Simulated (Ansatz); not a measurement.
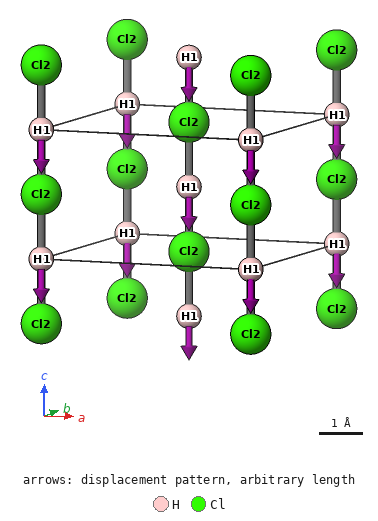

One vibrational mode of crystalline HCl at the zone centre. The purple arrows give the relative displacements of the atoms. The picture is a ball-and-stick view of the conventional cell (2 times the calculation's cell), seen slightly off an axis. Lengths and directions refer to the drawn axes.

Computed with DFT PBEsol, scalar-relativistic, plane waves, PAW in Ansatz 0.2.0. Settings: plane-wave cutoff 420 eV; k-point mesh 8 × 8 × 8; occupations fixed; no spin polarisation.

Frequencies are those without the non-analytic (LO–TO) term.

Q: Give the symmetry, activity and frequency of this mode.

A: This is the A₂u mode at 1974i cm⁻¹, the lowest optical level, infrared-active by symmetry. The Cl atoms hardly move; the H sublattice moves as a whole against them, along c; of the bonds it mainly stretches Cl–H, some lengthening while others shorten; the kinetic energy is shared as H 97 %, Cl 3 %. The frequency is imaginary, so the structure is unstable against this distortion. Freezing in the drawn pattern lowers the space group from I4/mmm to I4mm (No. 107). Its infrared intensity is 860 (D/Å)²/amu.
